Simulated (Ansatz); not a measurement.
System: HfC.

The calculation's input:

```
crystal:
  lattice:
    - [-0.5038604225, 2.1023141766, 2.1023141766]
    - [2.1023141766, -0.5038604225, 2.1023141766]
    - [2.1023141766, 2.1023141766, -0.5038604225]
  atoms:
    - { symbol: Hf, position: [0.5, 0.5, 0.5] }
    - { symbol: C, position: [0.0, 0.0, 0.0] }
basis:
  ecutwfc: 420
kpoints:
  mp_grid: { grid: [20, 20, 20] }
hamiltonian:
  xc: pbesol
scf:
  occupations: { method: gaussian, width: 0.15 }
output:
  forces: true
  stress: true
  eigenvalues: true
  write_density: true
  write_potential: true
  elf: true
  volumetric_format: npy
```

Launched as:

```sh
ansatz run input.yaml --threads 1 --pin off --max-ram 2560MiB --backend cpu --events-out ev --progress --plain --runs-dir out
```

Below, planes, directions and counts refer to the conventional cell (a = 3.69 Å, b = 3.69 Å, c = 6.41 Å, α = 90.00°, β = 90.00°, γ = 120.00°).

Space group R-3m; computed pressure about −8 GPa in this cell.

Method: Ansatz, DFT PBEsol, scalar-relativistic, plane waves, PAW.

> What can the converged valence pseudo-density and electron localisation function tell about the bonding?

Hf–C (2.38 Å): ρ at the midpoint is about 0.44 e/Å³; the ELF peaks at about 0.80 in the valence shell of C, 0.7 Å from its nucleus, and is about 0.20 at the midpoint: no shared electron pair shows on this line.
Hf–Hf (3.02 Å): ρ is about 0.2 e/Å³ halfway; the ELF is about 0.15 at the midpoint (no localised pair shows between them).

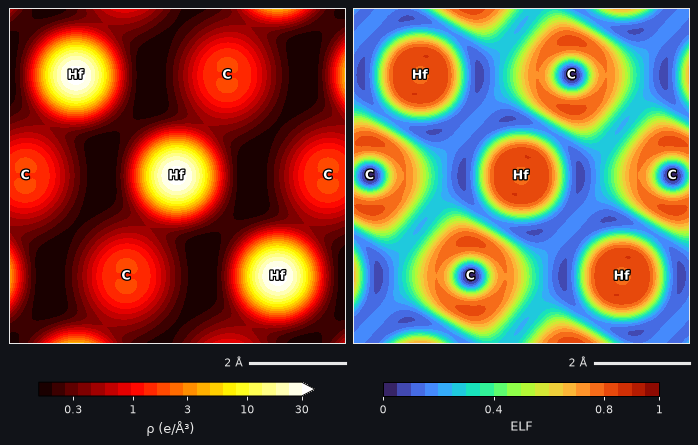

Computed valence pseudo-density and electron localisation function on the (110) plane of the conventional cell, in this order. 

In a PAW calculation such maps are meaningful between the atoms, not at the nuclei.
